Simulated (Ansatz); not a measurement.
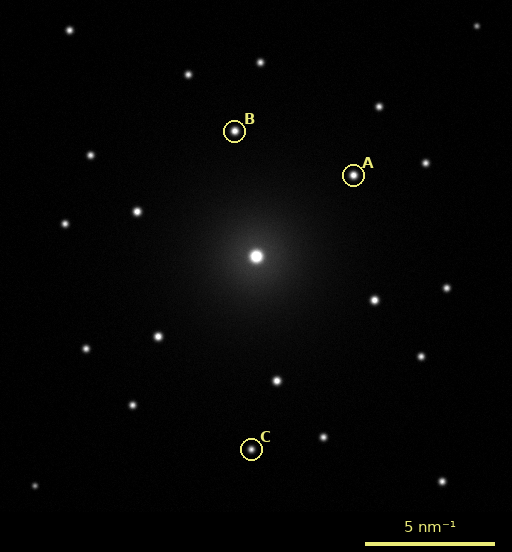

Kinematic zone-axis pattern, calculated for 300 keV electrons with B = 0.5 Å². The zone axis points towards the electron source and the pattern is seen from the source side.

The sample is Rh, space group Pm-3n (No. 223), a = 4.98 Å. Structure: the input geometry of an electronic-structure calculation (not necessarily at equilibrium); the starting structure was generated, so it need not be a known form of this composition.

| atom | site | symmetry | x | y | z |
| --- | --- | --- | --- | --- | --- |
| Rh | 2a | m-3. | 0.0000 | 0.0000 | 0.0000 |
| Rh | 6c | -4m.2 | 0.2500 | 0.0000 | 0.5000 |

Spot A is indexed -2 1 1 and spot B -1 -1 2.

### Give hkl for C.

C = −(1/3)A − (4/3)B = 2 1 -3 (d = 1.330 Å).

### Which zone axis is this?

The cross product of A and B is parallel to [111]; every spot obeys hu + kv + lw = 0.

### What are the spacings of A and B and the angle between them?

d(A) = 2.031 Å, d(B) = 2.031 Å, and the angle is 60.0°.
